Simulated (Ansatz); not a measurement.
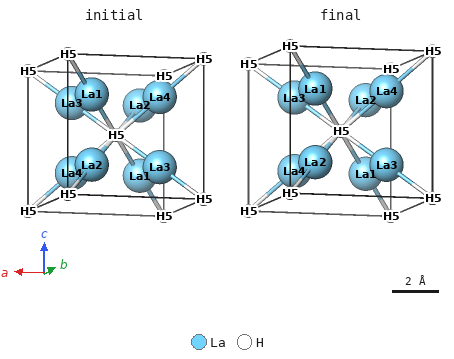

The structure of a crystal of La₄H (a generated structure, set up in Im-3m) (coarse preliminary run) before (left) and after (right) a relaxation, at one scale.

Style: ball-and-stick. Shown: the conventional cell (2 times the calculation's cell), from a free direction. Lengths and directions refer to the drawn axes.

The calculation used DFT PBE, scalar-relativistic, plane waves, PAW (Ansatz). (plane-wave cutoff 420 eV; k-point mesh 4 × 4 × 4; occupations gaussian; smearing width 0.1 eV; no spin polarisation; cell and atoms relaxed; force threshold 0.04 eV/Å; at most 70 steps)

Summarise the run.

Over 1 accepted move (2 points after the start) the energy falls by 0.249 eV per cell of the calculation. All forces vanish by symmetry, so only the cell relaxes. The pressure goes from 5.22 to −0.21 GPa. At 1 point the geometry stayed and the basis and grid were re-selected for the new cell (energy shift of 3.2 meV per cell of the calculation at most each time). The atoms keep their places relative to the cell (all moves are under 0.005 Å). Cell: a = b = c 6.266 → 6.567 Å (+4.8 %). Volume +15.1 %. Among the contacts that change: La1–La2 3.133 → 3.284 Å, La1–H5 2.713 → 2.844 Å. The space group stays Im-3m (No. 229). Cost: 6.3 s on 1 thread of Intel(R) Xeon(R) 6975P-C (Granite Rapids), on a shared host, peak memory 0.49 GiB.
